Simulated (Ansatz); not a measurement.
## Energy of Al2Cu along a strain of the cell

System: Al2Cu (Pmm2, 3 atoms in the cell).
Method: DFT PBEsol, scalar-relativistic, plane waves, PAW, PAW set soft_1, no spin polarisation (Ansatz 0.2.0).

The 5 runs differ only in the geometry, by a strain of the cell at fixed fractional positions. Against run 3, the strain is εxx = −0.52 η, εyy = −0.52 η and εzz = η. The structure derives from a Materials Project entry.

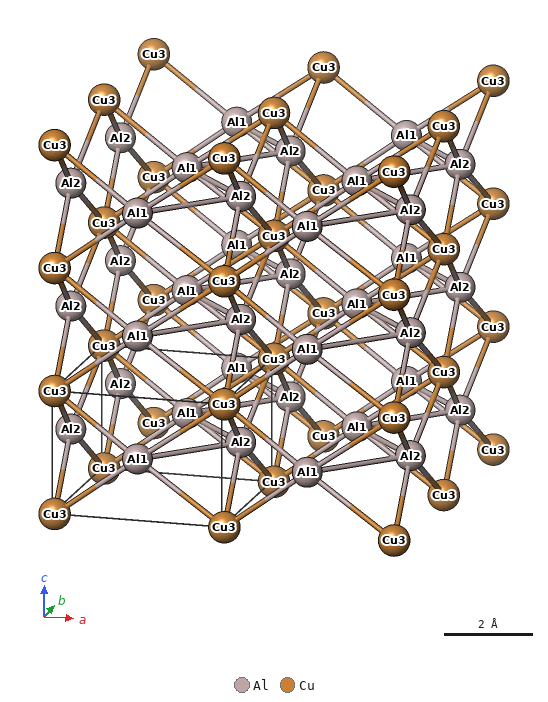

Figure 1. The structure of run 3 (ball-and-stick view of the cell of the calculation, repeated 2 × 2 × 3, seen slightly off an axis; atoms are numbered from 1 in the order of the input). An atom can appear more than once, as a periodic image.

## Input of run 3
```yaml
crystal:
  lattice:
    - [4.0366268726, 0.0, 0.0]
    - [0.0, 4.0366268726, 0.0]
    - [0.0, 0.0, 2.91220372]
  atoms:
    - { symbol: Al, position: [0.5024873978, 0.0, 0.5] }
    - { symbol: Al, position: [-0.0363105904, 0.5, 0.5] }
    - { symbol: Cu, position: [0.014361278, 0.0, 0.0] }
basis:
  ecutwfc: 520.0
kpoints:
  mp_grid: { grid: [10, 10, 14] }
hamiltonian:
  xc: pbesol
  pseudopotentials: { kind: paw, azcp: { folder: soft_1 } }
scf:
  occupations: { method: gaussian, width: 0.15 }
output:
  forces: true
  stress: true
  eigenvalues: true
```

Command:
```bash
ansatz run input.yaml --threads 2 --pin off --max-ram 4096MiB --backend cpu --events-out ev --progress --plain --runs-dir out
```

Lattice vectors (Å) and fractional positions of run 3:
```
   4.036627    0.000000    0.000000
   0.000000    4.036627    0.000000
   0.000000    0.000000    2.912204
Al  0.502487  0.000000  0.500000
Al -0.036311  0.500000  0.500000
Cu  0.014361  0.000000  0.000000
```

Run 2 differs from it as follows:
```diff
-    - [4.0366268726, 0.0, 0.0]
-    - [0.0, 4.0366268726, 0.0]
-    - [0.0, 0.0, 2.91220372]
+    - [4.1317889166, 0.0, 0.0]
+    - [0.0, 4.1317889166, 0.0]
+    - [0.0, 0.0, 2.7795850418]
```

## Results, with one run withheld

| run | strain parameter η (%) | free energy per atom, from the lowest run given (meV) | pressure (GPa) |
| --- | --- | --- | --- |
| 1 | −9.1176 | 22.43 | 2.18 |
| 2 | −4.5539 | ? | ? |
| 3 | 0.0000 | 0.00 | 0.47 |
| 4 | 2.2867 | 14.09 | 0.88 |
| 5 | 4.5637 | 34.31 | 1.55 |

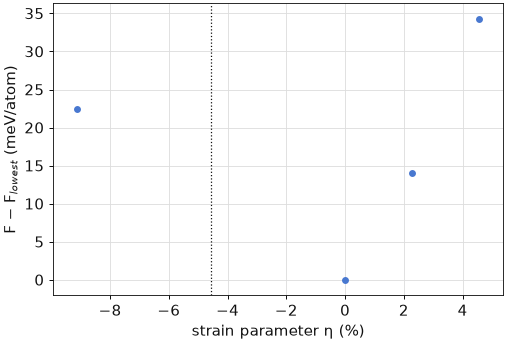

Figure 2. Free energy per atom of the runs given; the dotted line marks run 2.

Fit the runs given and predict run 2.

A quadratic polynomial in the coordinate, fitted to the 4 runs given, misses them by at most 0.44 meV per atom. With x = η + 0.5668, it reads F = −1.8627 + 3.3646 x + 0.72548 x² (meV per atom). At run 2 it gives −3.74 meV per atom, and the run itself gives −3.57. The fit has its minimum at η = −2.8857 %.

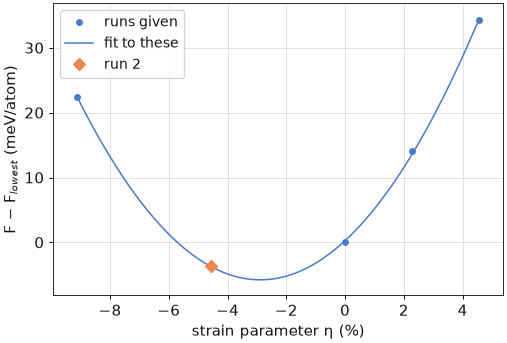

Figure 3. The fit and the withheld run.

## Output, shortened to warnings, some set-up lines, iterations and results (run 2)
```
Warning: [file] the record states the generating functional pbe (its physics header spells it `PBE`), which answers neither for hamiltonian.xc's functional nor for the pbesol family's — results may be inconsistent (PPs are generated against a specific XC)
Warning: [file] the record states the generating functional pbe (its physics header spells it `PBE`), which answers neither for hamiltonian.xc's functional nor for the pbesol family's — results may be inconsistent (PPs are generated against a specific XC)
Basis set: ecut = 520 eV, 1259 PW (Γ), exchange–correlation on 64×64×48 points (8 copies of the dense FFT grid, shifted against one another)
Symmetry: 4 space group operations
k-points: 288 of 1400 (time reversal used)
Initial density: superposition of atomic densities (chi_scale 0.1, normalization cell, long waves kept (reshape's long-wave potential 0.00 eV rms))
[...]
SCF iter   1: F=—  HF=-7641.440571 eV  |F-HF|=—  |Δ(HF+E_count)|=         —  Δρ=3.21e-1  dr2=3.43e1  ethr=3.10e-3  ⟨swp⟩=5.2  Hψ=23782  notcnv=0
SCF iter   2: F=—  HF=-7638.660131 eV  |F-HF|=—  |Δ(HF+E_count)|=    2.78e0  Δρ=1.12e-1  dr2=4.95e0  ethr=3.10e-3  ⟨swp⟩=2.2  Hψ=12111  notcnv=0  defer=29
SCF iter   3: F=—  HF=-7638.079730 eV  |F-HF|=—  |Δ(HF+E_count)|=   5.80e-1  Δρ=4.97e-2  dr2=1.14e0  ethr=3.10e-3  ⟨swp⟩=2.0  Hψ=8362  notcnv=0  defer=52
SCF iter   4: F=—  HF=-7637.942813 eV  |F-HF|=—  |Δ(HF+E_count)|=   1.37e-1  Δρ=1.26e-2  dr2=1.16e-1  ethr=3.10e-3  ⟨swp⟩=2.4  Hψ=7168  notcnv=0  defer=52
SCF iter   5: F=—  HF=-7637.928603 eV  |F-HF|=—  |Δ(HF+E_count)|=   1.42e-2  Δρ=1.07e-3  dr2=3.73e-4  ethr=4.66e-4  ⟨swp⟩=2.7  Hψ=9676  notcnv=0  defer=52
SCF iter   6: F=—  HF=-7637.929259 eV  |F-HF|=—  |Δ(HF+E_count)|=   6.56e-4  Δρ=4.08e-4  dr2=1.54e-4  ethr=1.49e-6  ⟨swp⟩=2.0  Hψ=8454  notcnv=0  defer=52
SCF iter   7: F=—  HF=-7637.929210 eV  |F-HF|=—  |Δ(HF+E_count)|=   4.89e-5  Δρ=1.08e-4  dr2=8.68e-6  ethr=6.16e-7  ⟨swp⟩=2.0  Hψ=7162  notcnv=0  defer=52
SCF iter   8: F=—  HF=-7637.929196 eV  |F-HF|=—  |Δ(HF+E_count)|=   1.40e-5  Δρ=3.58e-5  dr2=1.06e-6  ethr=3.47e-8  ⟨swp⟩=2.4  Hψ=7600  notcnv=0  defer=52
SCF iter   9: F=—  HF=-7637.929196 eV  |F-HF|=—  |Δ(HF+E_count)|=   8.09e-8  Δρ=1.31e-5  dr2=1.14e-7  ethr=4.25e-9  ⟨swp⟩=1.9  Hψ=5641  notcnv=0  defer=52
SCF iter  10: F=-7637.929196 eV  HF=-7637.929196 eV  |F-HF|=1.11e-8  |Δ(HF+E_count)|=   1.65e-8  Δρ=2.58e-6  dr2=3.75e-9  ethr=4.00e-10  ⟨swp⟩=5.1  Hψ=16970  notcnv=0
SCF 1 converged in 10 iterations: F = -7637.929196 eV  dr2 = 3.75e-9
SCF converged after 10 iterations
Free energy (F): -7637.929196 eV
Harris-Foulkes:  -7637.929196 eV  (|F-HF|=1.11e-8)
Internal energy: -7637.919120 eV  (E = F + TS)
E sigma→0 (E₀):  -7637.924158 eV
Entropy (-TS):   -0.010076 eV (-3.359 meV/atom)
Fermi energy:    9.500909 eV
--- Per-component energies (eV) ---
  E_band       = -495.275492
  E_kinetic    = 309.265536
  E_local      = -6648.549823  (includes V_loc(G=0)·N_el)
  E_nonlocal   = 905.551251
  E_hartree    = 2913.848098
  E_xc         = -144.561659
  E_vxc        = -149.155426  (∫ρ·V_xc dr)
  E_paw        = -2688.423815  (= ΣΔE_a)
  E_vpaw       = -740.088262  (= ΣTr[D̂ρ^β])
  E_aug_tail   = 0.000362  (compensation charges beyond the density's cutoff)
  E_ewald      = -2285.293552
  E_core_change = 0.244481  (= ΣΔE_core)
  E_smearing   = -0.010076  (= −TS)
  E_closure    = -0.000000  (closes the sum)
  Σ components = -7637.929196   (vs F -7637.929196, Δ=0.00e0)
--- Forces (eV/Å), atoms counted from 1 ---
  atom   1  Al     0.01409017     0.00000000     0.00000000
  atom   2  Al     0.28942347     0.00000000     0.00000000
  atom   3  Cu    -0.30351557     0.00000000     0.00000000
  max |Σ_I F_I| component: 1.93e-6 eV/Å
--- Stress (GPa, compression-positive) ---
        0.239690       0.000000       0.000000
        0.000000      -0.495244       0.000000
        0.000000       0.000000       2.063867
  P = ⅓ Tr σ = 0.6028 GPa (6.028 kbar)
```

Warnings of the run: the PAW datasets were made with another functional.
